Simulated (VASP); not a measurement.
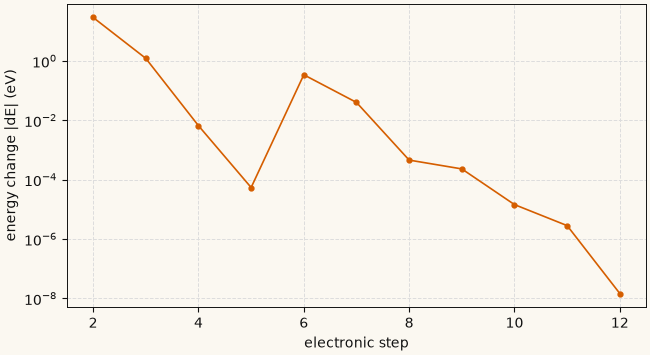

The plot shows the electronic steps of a calculation: energy change |dE|.

MgS (2 atoms in the cell), run with VASP.

INCAR
```
ENCUT = 520.000000
SIGMA = 0.020000
EDIFF = 1.00e-07
GGA = PE
PREC = Accurate
IBRION = -1
ISIF = 2
NBANDS = 11
NSW = 0
LASPH = .TRUE.
LCHARG = .FALSE.
LWAVE = .FALSE.
LREAL = .FALSE.
NELM = 60
ISMEER = 0
```

KPOINTS
```
KPOINTS created by Atomic Simulation Environment
0
Gamma
8 8 8
0 0 0
```

POSCAR
```
Mg S
 1.0000000000000000
     0.0000000000000000    2.5044813179999998    2.6015179370000001
     2.5044813179999998    0.0000000000000000    2.6015179370000001
     2.5044813179999998    2.5044813179999998    0.0000000000000000
 Mg  S
   1   1
Cartesian
  0.0000000000000000  0.0000000000000000  0.0000000000000000
  2.5044813179999998  2.5044813179999998  2.6015179369999997
```

### Did the calculation converge?

The run converged; it took 12 steps. The energy change comes down, with one marked jump up, by about 4 orders of magnitude, at step 6. The jump at step 6 comes where the charge density, held fixed for the first 5 steps, starts to be updated.

### Is anything amiss with this input?

The input holds a fault (misspelt tag). The SCF closed all the same, which doesn't make the results meaningful for the real system.
